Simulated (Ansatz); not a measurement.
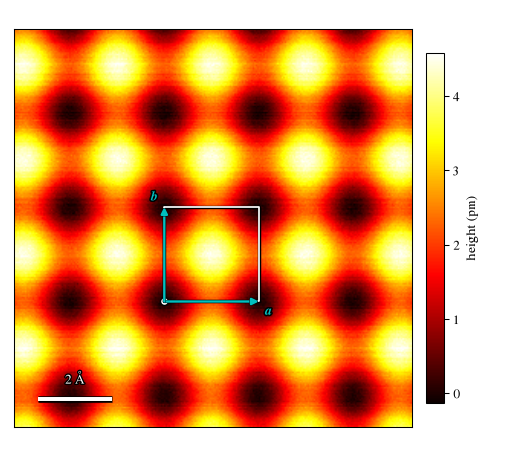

Constant-current image at a set point of 2.3 × 10⁻⁴ e/Å³ of Cu(100) (Fm-3m bulk, 7 atomic planes (those closer than 0.6 Å count as one), 11 Å), sample bias −1.00 V. The white outline is the surface cell of the coordinates below, with its origin (dot) on a lattice point and its vectors a and b marked. Noise was added to mimic a scan.

Model: Tersoff–Hamann, s-wave tip, no tip–sample forces. Bias windows are sharp sums over the levels of the k mesh.

The calculation used DFT PBEsol, scalar-relativistic, plane waves, PAW (Ansatz 0.2.0). Cutoff 420 eV, 19 × 19 k-points, Gaussian smearing 0.1 eV, dipole correction. The slab is a cut without reconstruction beyond its cell, at the source's lattice constants, with its lower half held fixed and the rest relaxed. No spin polarisation. The run couldn't confirm all of its levels under its output density. The run warns that the functional's potential is rough in the thin density of the vacuum, where the tip is; weak contrasts and barriers may feel it.

```cif
data_structure
_symmetry_space_group_name_H-M 'P 1'
_symmetry_Int_Tables_number 1
_cell_length_a 2.5562
_cell_length_b 2.5562
_cell_length_c 27.8450
_cell_angle_alpha 90.000
_cell_angle_beta 90.000
_cell_angle_gamma 90.000
_cell_volume 181.94
loop_
_atom_site_label
_atom_site_type_symbol
_atom_site_fract_x
_atom_site_fract_y
_atom_site_fract_z
_atom_site_occupancy
Cu1 Cu 0.50000 0.50000 0.30526 1
Cu2 Cu 0.00000 0.00000 0.37017 1
Cu3 Cu 0.50000 0.50000 0.43509 1
Cu4 Cu 0.00000 0.00000 0.49764 1
Cu5 Cu 0.50000 0.50000 0.56030 1
Cu6 Cu 0.00000 0.00000 0.62320 1
Cu7 Cu 0.50000 0.50000 0.68351 1
```

The last single point took 40 s on 2 threads of Intel(R) Xeon(R) Platinum 8488C (Sapphire Rapids), with other jobs on the host, peak memory 0.87 GiB.

**What lies under the maxima and minima of this image?**

The brightest spots lie over the top Cu atoms; the darkest points are over the sites above the Cu atoms 1.7 Å below the top plane. The corrugation is 4 pm at a mean tip height of 3.0 Å. So weak a contrast (4 pm) depends on the k-mesh and on the tip.
